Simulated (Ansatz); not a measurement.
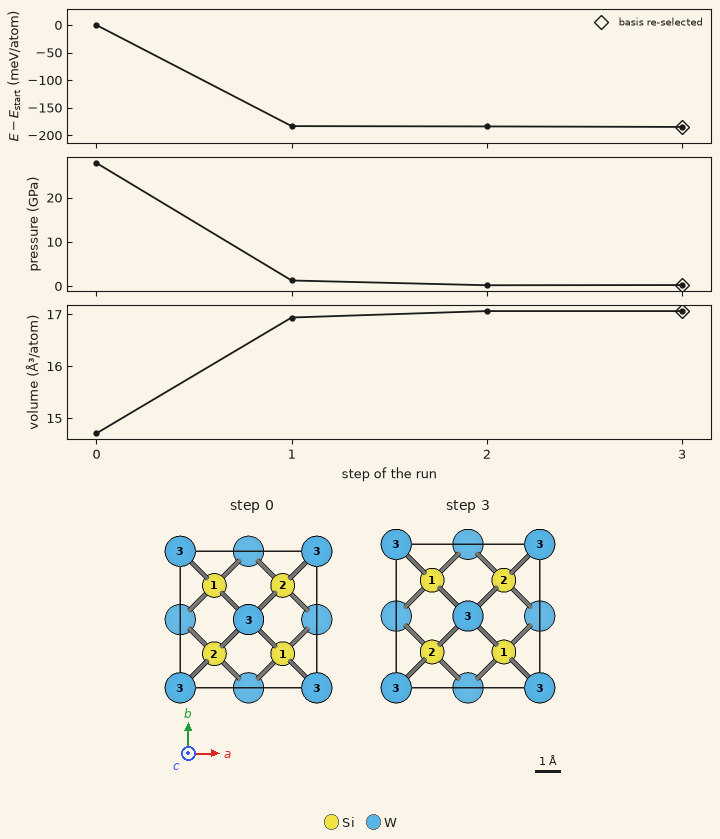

First and last geometry of a relaxation of solid Si₂W (a generated structure, set up in Fm-3m) (coarse preliminary run), with the history of the run. Style: ball-and-stick. Shown: the conventional cell (4 times the calculation's cell), along the c axis. Lengths and directions refer to the drawn axes.

Computed with Ansatz, DFT PBE, scalar-relativistic, plane waves, PAW. (plane-wave cutoff 420 eV; k-point mesh 6 × 6 × 6; occupations gaussian; smearing width 0.1 eV; no spin polarisation; cell and atoms relaxed; force threshold 0.04 eV/Å; at most 70 steps)

What do the curves and the structures tell?

Answer. It converged. The energy falls by 185 meV per atom in 2 accepted moves (3 points after the start). All forces vanish by symmetry, so only the cell relaxes. The pressure goes from 27.85 to 0.24 GPa. The SCF was repeated once at an unchanged geometry on a basis and grid sized afresh for the cell, which shifted the energy by 0.9 meV per atom at most. No atom moves by more than 0.005 Å relative to the cell. The drawn cell changes as follows: a = b = c 5.609 → 5.894 Å (+5.1 %); the volume changes by +16.0 %. Near-neighbour distances that change, for instance: Si1–W3 2.429 → 2.552 Å. The space group stays Fm-3m (No. 225).
